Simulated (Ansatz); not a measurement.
# MoSi2As4 monolayer in a perpendicular field

Aim: how the MoSi2As4 monolayer screens a field along its normal, and what the field does to its bands. A positive field points along +c.

Calculated with Ansatz 0.2.0; plane-wave DFT, PBE-D3(BJ), Ansatz PAW.

**1. The structure**

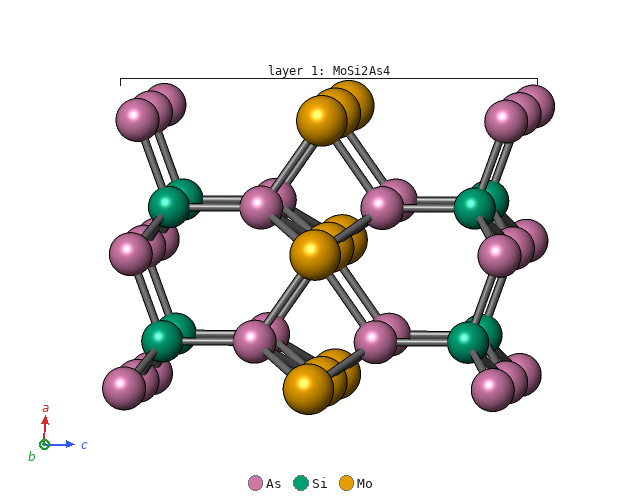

The cell as given, from the side, with the c axis across the page (arsenic pink, silicon teal, molybdenum orange). 2×2×1 cells are drawn. Bonds to atoms that aren't drawn are left out. Some periodic images of atoms are drawn too.

The cell holds 7 atoms: 4 As, 2 Si and 1 Mo. Its edges and angles: a = 3.630 Å, b = 3.630 Å, c = 48.810 Å, α = 90.0°, β = 90.0°, γ = 120.0°. Vacuum lies along c.

**2. Relaxing the slab**

The starting cell is a guess, so the in-plane lattice and the atoms are relaxed first, with the slab cut off from its images along the normal.

input.yaml

```yaml
crystal:
  lattice:
    - [3.63, 0.0, 0.0]
    - [-1.815, 3.1436722157, 0.0]
    - [0.0, 0.0, 48.8102614466]
  atoms:
    - { symbol: As, position: [0.0, 0.0, 0.4087255304] }
    - { symbol: Si, position: [0.3333333333, 0.6666666667, 0.4243364103] }
    - { symbol: As, position: [0.3333333333, 0.6666666667, 0.4700235247] }
    - { symbol: Mo, position: [0.0, 0.0, 0.5] }
    - { symbol: As, position: [0.3333333333, 0.6666666667, 0.5299764753] }
    - { symbol: Si, position: [0.3333333333, 0.6666666667, 0.5756635897] }
    - { symbol: As, position: [0.0, 0.0, 0.5912744696] }
  periodic: [true, true, false]
kpoints:
  mp_grid: { grid: [12, 12, 1] }
hamiltonian:
  xc: pbe
  dispersion: d3bj
scf:
  occupations: { method: fermi_dirac, width: 0.05 }
  convergence: { dr2_threshold: 1.0e-09 }
relax:
  f_tol: 0.004
  max_steps: 90
  cell: {}
output:
  write_potential: true
  write_density: true
  volumetric_format: npy
```

Command:

```bash
$ ansatz run input.yaml --threads 4 --pin off --max-ram 6144MiB --backend cpu --events-out ev --progress --plain --runs-dir out
```

Numbers of over 12 decimals in the logs are rounded to 6 here.

The program printed:

```text
Warning: relax.cell: scf.convergence.dr2_threshold = 1e-9 eV is looser than the 1.95750542045e-10 eV advised for a relaxation that steers and ends on the stress (1e-10 eV for each atom of the cell: 7, times the square of relax.cell.stress_2d_tol = 0.05 N/m over 18.9 Å (the atoms' height at the walk's start and 5 Å past either face), 2.644e-2 GPa, over a crystal's default 0.05). What an SCF threshold leaves in a stress goes as its square root, and in the free energy as the threshold itself, and one threshold admits the most on a small cell: [figures from the program's tests cut] Set scf.convergence.dr2_threshold to 1.95750542045e-10 eV or tighter. [rest of the remark cut]
Engine: ansatz 0.2.0, x86_64-unknown-linux-gnu
Pseudopotentials: kind: paw
Pseudopotential: As, paw, valence charge 15, recommended cutoff 420 eV (normal), As.paw.azcp
Pseudopotential: Si, paw, valence charge 4, recommended cutoff 420 eV (normal), Si.paw.azcp
Pseudopotential: Mo, paw, valence charge 14, recommended cutoff 420 eV (normal), Mo.paw.azcp
Functional definition: PBE
  parameter kappa = 0.804
  parameter beta = 0.066725
  exchange = pbe_x(kappa = kappa, mu = beta*pi^2/3)
  correlation = pbe_c(beta = beta)
Crystal: 7 atoms, lattice volume = 557.000 Å³
Basis set: ecut = 420 eV, 10735 PW (Γ), exchange–correlation on 50×50×720 points (8 copies of the dense FFT grid, shifted against one another)
Bands: 50, of which v1, the nominal top of the filled ones, is band 41 counted from 1 (40 counted from 0)
Symmetry: 12 space group operations
Space group: P-6m2 (ITA 187), of the structure as read, at distance tolerance 8.2e-5 Å
k-points: 19 of 144 (time reversal used)
Non-local potential: As, projectors of the file, l = 0: 2, l = 1: 2, l = 2: 3, l = 3: 1
Non-local potential: Si, projectors of the file, l = 0: 2, l = 1: 2, l = 2: 2
Non-local potential: Mo, projectors of the file, l = 0: 3, l = 1: 2, l = 2: 2, l = 3: 1
PAW form: soft (Blöchl's): semilocal exchange-correlation on the pseudo side does not see the compensation charge
PAW one-centre angular grid: As, 590 points (default); XC on 64 Gauss nodes
PAW one-centre angular grid: Si, 110 points (default); XC on 64 Gauss nodes
PAW one-centre angular grid: Mo, 590 points (default); XC on 64 Gauss nodes
Initial density: superposition of atomic densities (neutral atoms: chi_scale 0, normalization atom), corrected by the library's trained network
Initial wavefunctions: pseudopotential atomic-orbital guess
Functional: x = pbe(κ = 0.804, μ = 0.219515), c = pbe(β = 0.066725)
SCF iter   1: F=—  HF=-25654.265058 eV  |F-HF|=—  |Δ(HF+E_count)|=         —  Δρ=5.10e-3  dr2=1.36e0  ethr=1.77e-3  ⟨swp⟩=14.9  Hψ=6008  notcnv=0  defer=11
preconditioner: auto → LDOS  [insulator: Δε(μ)=0.320 eV  Ē_g=8.431 eV  σ=0.050 eV  W_gap=0.91  n_scr=30 (ndim 8)  ℏωp=9.2 eV  f_vac=0.739  D(μ)=0.08/eV (n_scr^D=2)  ε∞_Penn≈2.2  β→1.0]
SCF iter   2: F=—  HF=-25655.120151 eV  |F-HF|=—  |Δ(HF+E_count)|=   8.55e-1  Δρ=1.86e-2  dr2=2.02e1  ethr=1.66e-3  ⟨swp⟩=5.7  Hψ=1824  notcnv=0  defer=44  recentre
SCF iter   3: F=—  HF=-25654.161739 eV  |F-HF|=—  |Δ(HF+E_count)|=   9.58e-1  Δρ=2.25e-3  dr2=3.32e-1  ethr=1.66e-3  ⟨swp⟩=4.9  Hψ=1792  notcnv=0  defer=37
SCF iter   4: F=—  HF=-25654.123665 eV  |F-HF|=—  |Δ(HF+E_count)|=   3.81e-2  Δρ=1.21e-3  dr2=4.35e-2  ethr=4.05e-4  ⟨swp⟩=4.4  Hψ=1692  notcnv=0  defer=37
SCF iter   5: F=—  HF=-25654.120307 eV  |F-HF|=—  |Δ(HF+E_count)|=   3.36e-3  Δρ=3.83e-4  dr2=1.15e-2  ethr=5.30e-5  ⟨swp⟩=2.4  Hψ=1278  notcnv=0  defer=37
SCF iter   6: F=—  HF=-25654.118832 eV  |F-HF|=—  |Δ(HF+E_count)|=   1.47e-3  Δρ=2.63e-4  dr2=1.52e-3  ethr=1.41e-5  ⟨swp⟩=2.9  Hψ=1414  notcnv=0  defer=37
SCF iter   7: F=—  HF=-25654.118629 eV  |F-HF|=—  |Δ(HF+E_count)|=   2.04e-4  Δρ=8.54e-5  dr2=1.29e-4  ethr=1.85e-6  ⟨swp⟩=2.7  Hψ=1386  notcnv=0  defer=37
SCF iter   8: F=—  HF=-25654.118627 eV  |F-HF|=—  |Δ(HF+E_count)|=   1.76e-6  Δρ=3.28e-5  dr2=3.62e-5  ethr=1.58e-7  ⟨swp⟩=3.0  Hψ=1485  notcnv=0  defer=37
SCF iter   9: F=—  HF=-25654.118616 eV  |F-HF|=—  |Δ(HF+E_count)|=   1.04e-5  Δρ=9.22e-6  dr2=2.63e-7  ethr=4.42e-8  ⟨swp⟩=2.8  Hψ=1239  notcnv=0  defer=37
SCF iter  10: F=—  HF=-25654.118647 eV  |F-HF|=—  |Δ(HF+E_count)|=   3.05e-5  Δρ=2.48e-6  dr2=3.47e-8  ethr=3.20e-10  ⟨swp⟩=3.7  Hψ=2155  notcnv=0  defer=37
SCF iter  11: F=—  HF=-25654.118647 eV  |F-HF|=—  |Δ(HF+E_count)|=   1.10e-7  Δρ=5.49e-7  dr2=2.70e-9  ethr=4.23e-11  ⟨swp⟩=3.3  Hψ=1662  notcnv=0  defer=37
SCF iter  12: F=-25654.118647 eV  HF=-25654.118647 eV  |F-HF|=1.24e-9  |Δ(HF+E_count)|=   9.54e-9  Δρ=1.25e-7  dr2=7.19e-11  ethr=1.22e-12  ⟨swp⟩=11.9  Hψ=7023  notcnv=0
SCF 1 converged in 12 iterations: F = -25654.118647 eV  dr2 = 7.19e-11
  greatest PAW one-centre occupation: 0.999 electrons in one spin orbital (limit 2), on the As atom at site 2 (counted from 0), in its partial waves of l = 2
relax step   1: F+E_penalty+E_count = -25654.11864696 eV  Δ(F+E_penalty+E_count) = +0.000e0 eV  max|allowed force component| = 3.140e0 eV/Å  Δτ_max = 0.0000 Å  P = +4.816 N/m  Ω = 557.000 Å³  fix = [c, alpha, beta]  reactions: c +0.000 N/m  (12 SCF iters, accepted)
Crystal: 7 atoms, lattice volume = 553.350 Å³
Basis set: ecut = 420 eV, 10699 PW (Γ), exchange–correlation on 50×50×720 points (8 copies of the dense FFT grid, shifted against one another)
Initial density: handed on by an earlier stage of this run
Initial wavefunctions: those handed on with the density
iter 1 solved again at ethr=2.09e-4 eV; its pass at ethr=3.10e-3 eV (dr2=1.72e-1 eV) is discarded
SCF iter   1: F=—  HF=-25655.162537 eV  |F-HF|=—  |Δ(HF+E_count)|=         —  Δρ=4.82e-3  dr2=1.75e-1  ethr=2.09e-4  ⟨swp⟩=3.0  Hψ=5596  notcnv=0
preconditioner: auto → Resta (q_TF=auto, 1.985 Å⁻¹)  ε∞=2.2  [insulator: Δε(μ)=0.400 eV  Ē_g=8.330 eV  σ=0.050 eV  W_gap=0.96  n_scr=30 (ndim 8)  ℏωp=9.2 eV  f_vac=0.730  D(μ)=0.04/eV (n_scr^D=0)  ε∞_Penn≈2.2  vacuum switching on, ρ_ref=5.0e-3 e/Å³]
SCF iter   2: F=—  HF=-25655.137057 eV  |F-HF|=—  |Δ(HF+E_count)|=   2.55e-2  Δρ=2.51e-3  dr2=7.00e-2  ethr=2.09e-4  ⟨swp⟩=5.2  Hψ=1870  notcnv=0
preconditioner: auto → LDOS  [insulator: Δε(μ)=0.322 eV  Ē_g=8.353 eV  σ=0.050 eV  W_gap=0.91  n_scr=30 (ndim 8)  ℏωp=9.2 eV  f_vac=0.730  D(μ)=0.07/eV (n_scr^D=2)  ε∞_Penn≈2.2  β→1.0]
SCF iter   3: F=—  HF=-25655.149920 eV  |F-HF|=—  |Δ(HF+E_count)|=   1.29e-2  Δρ=1.72e-3  dr2=1.96e-1  ethr=8.54e-5  ⟨swp⟩=4.6  Hψ=2062  notcnv=0  defer=47  recentre
SCF iter   4: F=—  HF=-25655.128534 eV  |F-HF|=—  |Δ(HF+E_count)|=   2.14e-2  Δρ=8.46e-4  dr2=7.77e-3  ethr=8.54e-5  ⟨swp⟩=4.1  Hψ=1615  notcnv=0  defer=47
[...]
SCF 3 converged in 11 iterations: F = -25655.457750 eV  dr2 = 3.60e-10
  greatest PAW one-centre occupation: 0.999 electrons in one spin orbital (limit 2), on the As atom at site 4 (counted from 0), in its partial waves of l = 2
relax step   3: F+E_penalty+E_count = -25655.45775035 eV  Δ(F+E_penalty+E_count) = -3.303e-1 eV  max|allowed force component| = 4.903e-1 eV/Å  Δτ_max = 0.1947 Å  P = -1.325 N/m  Ω = 545.800 Å³  energy of the carried Pulay correction = +4.542e-4 eV  fix = [c, alpha, beta]  reactions: c -0.000 N/m  (11 SCF iters, accepted)
[...]
relax step   4: F+E_penalty+E_count = -25655.52848217 eV  Δ(F+E_penalty+E_count) = -7.073e-2 eV  max|allowed force component| = 1.473e-1 eV/Å  Δτ_max = 0.1154 Å  P = -0.155 N/m  Ω = 535.661 Å³  energy of the carried Pulay correction = +8.734e-4 eV  fix = [c, alpha, beta]  reactions: c -0.000 N/m  (10 SCF iters, accepted)
[...]
relax step   5: F+E_penalty+E_count = -25655.52973657 eV  Δ(F+E_penalty+E_count) = -1.254e-3 eV  max|allowed force component| = 3.925e-2 eV/Å  Δτ_max = 0.0083 Å  P = +0.012 N/m  Ω = 535.148 Å³  energy of the carried Pulay correction = +8.948e-4 eV  fix = [c, alpha, beta]  reactions: c +0.000 N/m  (9 SCF iters, accepted)
[...]
relax step   6: F+E_penalty+E_count = -25655.52980710 eV  Δ(F+E_penalty+E_count) = -7.053e-5 eV  max|allowed force component| = 3.986e-3 eV/Å  Δτ_max = 0.0018 Å  P = -0.031 N/m  Ω = 535.551 Å³  energy of the carried Pulay correction = +8.780e-4 eV  fix = [c, alpha, beta]  reactions: c -0.000 N/m  (7 SCF iters, accepted)
[...]
relax step   7: F+E_penalty+E_count = -25655.52908060 eV  Δ(F+E_penalty+E_count) = +7.265e-4 eV  max|allowed force component| = 4.022e-3 eV/Å  Δτ_max = 0.0000 Å  P = -0.040 N/m  Ω = 535.551 Å³  fix = [c, alpha, beta]  reactions: c -0.000 N/m  stress off target by 3.95e-2 N/m on what of the cell is left free  SCF on the basis re-selected at this cell (its energy is not comparable with the rows above)  (6 SCF iters)
[...]
relax step   8: F+E_penalty+E_count = -25655.52908154 eV  Δ(F+E_penalty+E_count) = -9.344e-7 eV  max|allowed force component| = 7.919e-4 eV/Å  Δτ_max = 0.0003 Å  P = -0.051 N/m  Ω = 535.551 Å³  fix = [c, alpha, beta]  reactions: c -0.000 N/m  (5 SCF iters, accepted)
[...]
relax step   9: F+E_penalty+E_count = -25655.52909647 eV  Δ(F+E_penalty+E_count) = -1.493e-5 eV  max|allowed force component| = 2.593e-4 eV/Å  Δτ_max = 0.0004 Å  P = -0.002 N/m  Ω = 535.343 Å³  energy of the carried Pulay correction = +8.175e-6 eV  fix = [c, alpha, beta]  reactions: c -0.000 N/m  (6 SCF iters, accepted)
iter 1 solved again at ethr=1.94e-6 eV; its pass at ethr=3.10e-3 eV (dr2=1.59e-3 eV) is discarded
SCF iter   1: F=—  HF=-25655.529092 eV  |F-HF|=—  |Δ(HF+E_count)|=         —  Δρ=2.12e-6  dr2=1.79e-8  ethr=1.94e-6  ⟨swp⟩=6.4  Hψ=9106  notcnv=0
eigensolver tolerance schedule: the retry pair's looser diagonalisation over-reported the residual by 89053.84 of it (diagonalisation noise at an unbounded share of the residual, at the tolerance the schedule requests for it); recorded, not acted on — ethr = c·dr2/N_el stays at c = 1.0e-1
SCF iter   2: F=—  HF=-25655.529087 eV  |F-HF|=—  |Δ(HF+E_count)|=   4.26e-6  Δρ=1.10e-6  dr2=1.11e-8  ethr=2.18e-11  ⟨swp⟩=6.5  Hψ=3996  notcnv=0
SCF iter   3: F=—  HF=-25655.529087 eV  |F-HF|=—  |Δ(HF+E_count)|=   1.58e-9  Δρ=6.64e-7  dr2=1.85e-9  ethr=1.36e-11  ⟨swp⟩=2.0  Hψ=1091  notcnv=0
SCF iter   4: F=—  HF=-25655.529087 eV  |F-HF|=—  |Δ(HF+E_count)|=  4.11e-10  Δρ=4.89e-7  dr2=1.07e-9  ethr=1.22e-12  ⟨swp⟩=17.4  Hψ=7661  notcnv=0
SCF iter   5: F=-25655.529087 eV  HF=-25655.529087 eV  |F-HF|=8.00e-11  |Δ(HF+E_count)|=  1.53e-10  Δρ=1.84e-7  dr2=1.42e-10  ethr=1.22e-12  ⟨swp⟩=9.5  Hψ=5362  notcnv=0
SCF 10 converged in 5 iterations: F = -25655.529087 eV  dr2 = 1.42e-10
relax step  10: F+E_penalty+E_count = -25655.52908724 eV  Δ(F+E_penalty+E_count) = +9.224e-6 eV  max|allowed force component| = 2.616e-4 eV/Å  Δτ_max = 0.0000 Å  P = -0.002 N/m  Ω = 535.343 Å³  fix = [c, alpha, beta]  reactions: c -0.000 N/m  stress off target by 1.57e-3 N/m on what of the cell is left free  SCF on the basis re-selected at this cell (its energy is not comparable with the rows above)  (5 SCF iters)
basis re-selected at this cell: Δ(F+E_penalty+E_count) = +9.224e-6 eV, ΔP = -0.000 N/m vs the last step (what re-selecting the basis moved, of the pressure what is left beyond the Pulay correction that the steps carried, after the strain that the cell walked since its last selection, with what the two solves' SCF thresholds leave and, on support functions, any second-order correction that the steps lacked; it is no m [...]
SCF converged after 5 iterations
Free energy (F): -25655.529087 eV
Harris-Foulkes:  -25655.529087 eV  (|F-HF|=8.00e-11)
Internal energy: -25655.529077 eV  (E = F + TS)
E sigma→0 (E₀):  -25655.529082 eV
Entropy (-TS):   -0.000010 eV (-0.001 meV/atom)
Fermi energy:    -4.539282 eV
--- Per-component energies (eV) ---
  E_band       = -2312.302063
  E_kinetic    = 937.940841
  E_local      = -469147.501941  (includes V_loc(G=0)·N_el)
  E_nonlocal   = -2486.271463
  E_hartree    = 234123.575161
  E_xc         = -612.146808
  E_vxc        = -641.432333  (∫ρ·V_xc dr)
  E_paw        = -11568.551440  (= ΣΔE_a)
  E_vpaw       = 777.808844  (= ΣTr[D̂ρ^β])
  E_aug_tail   = 0.000077  (compensation charges beyond the density's cutoff)
  E_ewald      = 223099.978848
  E_disp       = -2.552352  (pairwise vdW)
  E_smearing   = -0.000010  (= −TS)
  E_closure    = -0.000000  (closes the sum)
  Σ components = -25655.529087   (vs F -25655.529087, Δ=0.00e0)
--- Forces (eV/Å), atoms counted from 1 ---
  atom   1  As     0.00000000    -0.00000000     0.00020542
  atom   2  Si    -0.00000000     0.00000000    -0.00026162
  atom   3  As    -0.00000000    -0.00000000    -0.00020488
  atom   4  Mo     0.00000000    -0.00000000     0.00000000
  atom   5  As    -0.00000000    -0.00000000     0.00020488
  atom   6  Si     0.00000000     0.00000000     0.00026162
  atom   7  As     0.00000000    -0.00000000    -0.00020542
  max |Σ_I F_I| component: 9.25e-17 eV/Å
--- 2D stress c σ (N/m, compression-positive) ---
       -0.001573       0.000000       0.000000
        0.000000      -0.001573       0.000000
        0.000000       0.000000       0.000000
  P = ½ c Tr σ = -0.0016 N/m
--- Band table (eV; the first three rows and the last of 19) ---
  k-point 0: bands = [... 37 lower, -5.3264, -5.2750, -5.2750, -5.1360, -2.0933, -2.0933, -1.9817, -1.9622, ... 5 higher]
  k-point 1: bands = [... 37 lower, -5.6752, -5.5333, -5.4686, -5.1267, -2.4364, -2.3071, -1.9277, -1.8206, ... 5 higher]
  k-point 2: bands = [... 37 lower, -5.9758, -5.8878, -5.8322, -5.2797, -2.9075, -2.8891, -2.0120, -1.7902, ... 5 higher]
  k-point 18: bands = [... 37 lower, -7.5831, -6.5248, -5.7990, -4.9530, -4.1087, -3.7767, -3.3621, -2.8007, ... 5 higher]
  the weakly bound empty levels are not read free of the cell's end (no_gap_told)
--- Relaxed structure (8 steps of the walk, 8 accepted, 2 SCFs on fresh bases) ---
  F+E_penalty+E_count = -25655.52908724 eV   max|allowed force component| = 2.616e-4 eV/Å   (the final SCF, on the basis selected at the relaxed cell)
  cell:  # Å, volume = 535.3435 Å³
    - [3.558733, 0.0, 0.0]
    - [-1.779366, 3.081953, 0.0]
    - [0.0, 0.0, 48.8102614466]
  atoms:
    - { symbol: As, position: [1.057355261855499e-17, -5.1357255561990646e-17, 0.398115] }
    - { symbol: Si, position: [0.333333, 0.666667, 0.421276] }
    - { symbol: As, position: [0.333333, 0.666667, 0.469250] }
    - { symbol: Mo, position: [1.0573552618554984e-17, -5.1357255561990646e-17, 0.500000] }
    - { symbol: As, position: [0.333333, 0.666667, 0.530750] }
    - { symbol: Si, position: [0.333333, 0.666667, 0.578724] }
    - { symbol: As, position: [1.057355261855499e-17, -5.1357255561990646e-17, 0.601885] }
```

Elapsed: 54 s, on 4 threads of AMD EPYC 9R45, shared host; peak memory 1.2 GiB.

Relaxation path:

| step | energy less that of the first step (eV) | largest force component (eV/Å) | volume (Å³) |
| --- | --- | --- | --- |
| 1 | 0.0000 | 3.1402 | 557.00 |
| 2 | -1.0088 | 1.4149 | 553.35 |
| 3 | -1.3391 | 0.4903 | 545.80 |
| 4 | -1.4098 | 0.1473 | 535.66 |
| 5 | -1.4111 | 0.0393 | 535.15 |
| 6 | -1.4112 | 0.0040 | 535.55 |
| 7* | -1.4104 | 0.0040 | 535.55 |
| 8 | -1.4104 | 0.0008 | 535.55 |
| 9 | -1.4104 | 0.0003 | 535.34 |
| 10* | -1.4104 | 0.0003 | 535.34 |

Relaxation steps marked * repeat the geometry before them on a plane-wave basis chosen anew for their cell, so energy and pressure can jump there.

The run keeps the 12 symmetry operations that it works with, so distortions that break them were not tested.

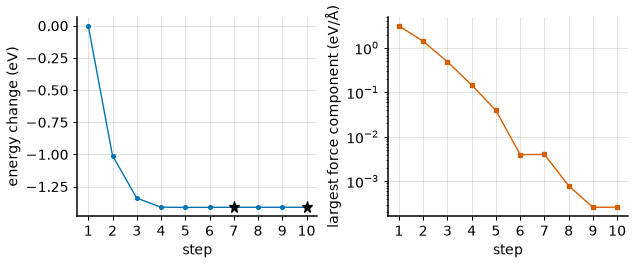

Energy and largest force along the relaxation. Stars mark steps on a basis chosen anew.

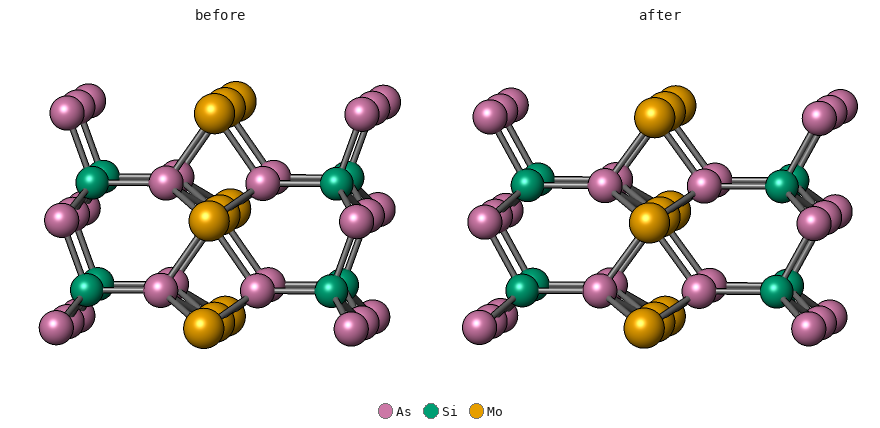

Before and after, at one scale. Bonds to atoms that aren't drawn are left out.

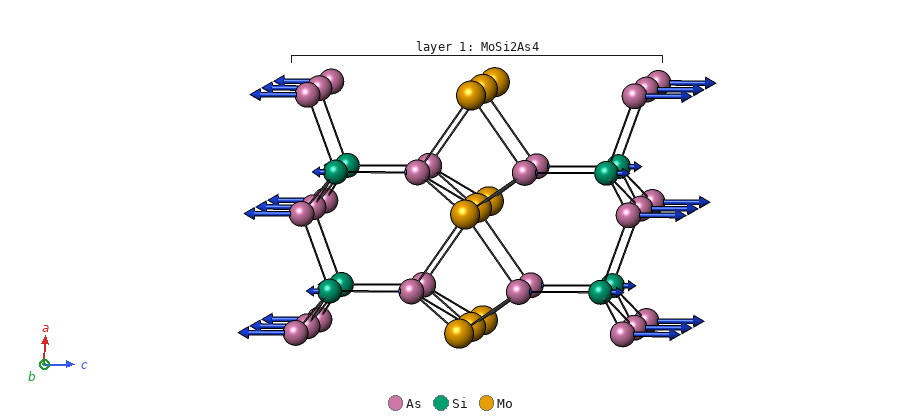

Displacements in the relaxation, exaggerated, measured against the changing cell; the longest in the cell stands for 0.52 Å. Bonds to atoms that aren't drawn are left out. 2×2×1 cells are drawn. Some periodic images of atoms are drawn too.

| cell as run | before | after | change |
| --- | --- | --- | --- |
| a (Å) | 3.630 | 3.559 | -2.0 % |
| b (Å) | 3.630 | 3.559 | -2.0 % |

The atoms that moved most (Å, along periodic axes as changes of fractional coordinates times the final cell, across vacuum about the mean position):

| atom | dx | dy | dz | length |
| --- | --- | --- | --- | --- |
| As7 | 0.000 | 0.000 | 0.518 | 0.518 |
| As1 | 0.000 | 0.000 | -0.518 | 0.518 |
| Si6 | 0.000 | 0.000 | 0.149 | 0.149 |
| Si2 | 0.000 | 0.000 | -0.149 | 0.149 |
| As5 | 0.000 | 0.000 | 0.038 | 0.038 |
| As3 | 0.000 | 0.000 | -0.038 | 0.038 |

The lattice constant a goes from 3.630 to 3.559 Å.

[end of part 1 of 2]

[Logs are printed without paths, hosts, clocks, repeated set-up lines and the standing remarks that a program may print on its own settings, such as how far it seeks lower states.]

[Hosts, paths, dates, database ids (printed as entryN), source tags and the programs' standing remarks are cut or masked in the printed files.]

[Maps of the electrostatic potential energy from Ansatz leave out the sawtooth potential of an applied field or a dipole correction, so their vacuum need not be flat; planar profiles and work functions include it.]
